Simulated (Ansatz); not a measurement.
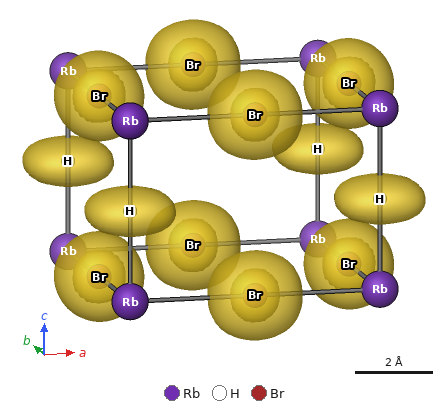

RbHBr$_{2}$. Isosurface of the ELF at 0.8 (yellow), seen slightly off an axis. Core shells and regions of very low density are left out. Sticks mark near contacts.

Space group P4/mmm; a structure generated by program, which may or may not match a known phase.

Level of theory: Ansatz 0.2.0, DFT PBE, scalar-relativistic, plane waves, PAW.

In a PAW calculation such maps are meaningful between the atoms, not at the nuclei.

### Where are the electrons localised?

The ELF exceeds this value in one region around a hydrogen nucleus and two regions wrapped around Br (the valence shell of each), counted in one cell of 4 atoms. Regions shared between cells count once. Along the contacts the grid gives the following. Rb–H (2.42 Å): the ELF climbs to about 1 towards the hydrogen. Rb–Br (3.38 Å): the ELF is about 0.05 at the midpoint; no localised pair shows between them.

### Does the calculation make it a metal, or give it a gap?

It is gapless in this calculation (a metal or semimetal).
